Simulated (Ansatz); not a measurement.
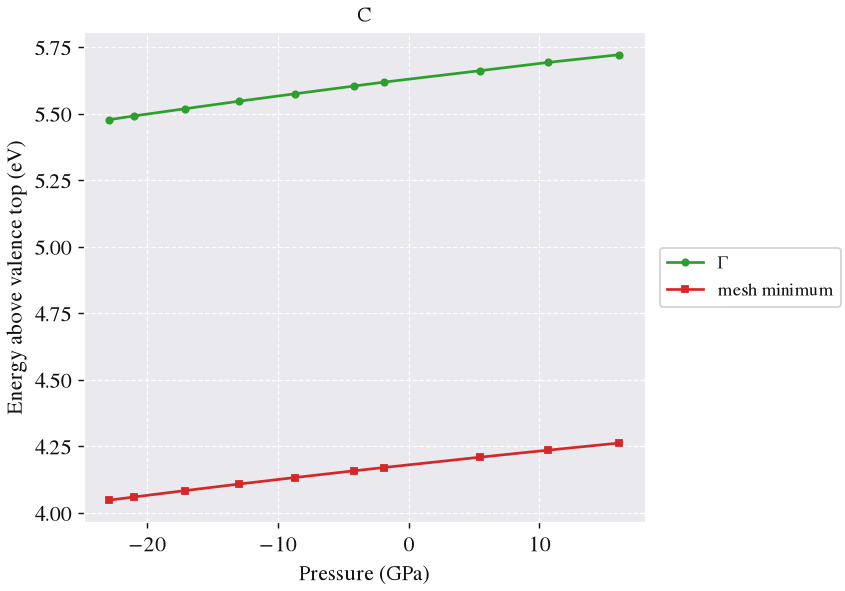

Lowest conduction level at Γ, counted from the valence-band top at Γ, and the lowest one over the whole k mesh (the mesh minimum, which lies off that point).

System: diamond-type C, space group Fd-3m, 2 atoms in the primitive cell. The cell is scaled uniformly. Ansatz 0.2.0; LDA, all-electron LAPW, no spin polarisation, no spin-orbit coupling, 20×20×20 k mesh, Fermi-Dirac smearing of 0.08 eV.

Q: How does each level move from −22.9 GPa to 16.1 GPa?

A: Γ rises by 0.24 eV and the mesh minimum rises by 0.21 eV.

Q: What are the pressure coefficients?

A: Straight lines through the points have slopes of +6 at Γ and +6 at the mesh minimum (meV per GPa).

The values:
```csv
pressure,Γ (eV),mesh minimum (eV),volume (Å³/atom)
−22.9 GPa,5.48,4.05,5.81
−21.0 GPa,5.49,4.06,5.79
−17.1 GPa,5.52,4.08,5.73
−13.0 GPa,5.55,4.11,5.67
−8.7 GPa,5.57,4.13,5.62
−4.2 GPa,5.60,4.16,5.56
−1.9 GPa,5.62,4.17,5.53
5.5 GPa,5.66,4.21,5.45
10.7 GPa,5.69,4.24,5.39
16.1 GPa,5.72,4.26,5.33
```

LDA, GGA and most meta-GGA functionals understate gaps. At ambient pressure diamond is metastable; the stable form of carbon is graphite.
